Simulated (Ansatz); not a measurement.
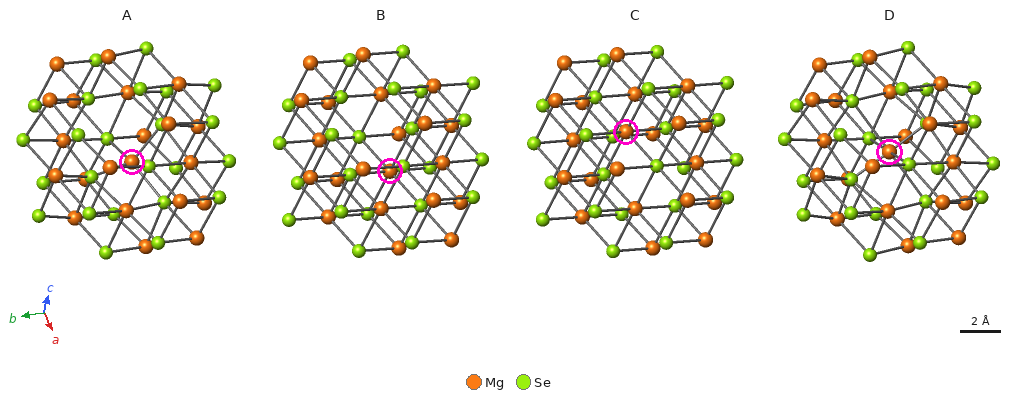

4 geometries from a converged minimum-energy path of a defect cell of composition Mg$_{7}$Se$_{8}$ with a Mg vacancy (15 atoms in the cell), shuffled. Style: ball-and-stick. Shown: the atoms within 6.2 Å of the middle of the path, from a free direction. The moving atom is ringed, with any periodic copies. Bonds to atoms that aren't drawn are left out.

Theory: Ansatz 0.2.0, DFT, PAW plane waves, PBE. Run with plane-wave cutoff 420 eV; k-point mesh 2 × 2 × 2; cold smearing 0.15 eV; 3 movable images; climbing image; force threshold 0.1 eV/Å; iteration limit 40.

### Which of them lies highest in energy?

D. In order along the path, whose images run from 0 to 4: C (image 0, 0.00 eV), D (image 2, +0.99 eV), A (image 3, +0.39 eV), B (image 4, 0.00 eV). It is a vacancy jump: a nearby atom moves into the empty site and leaves its own site empty. A Mg atom travels furthest, 3.92 Å from end to end, along +a, on a straight line. At the highest image its nearest neighbour (Se) is 2.41 Å away, against 2.76 Å at the start, and the surrounding atoms stand up to 0.43 Å off the mean of their end positions.

Limits of the set-up: the k-point mesh is coarse for a cell with partly filled bands; the periodic images lie only 7.8 Å apart, so the values are limited by the cell's size.
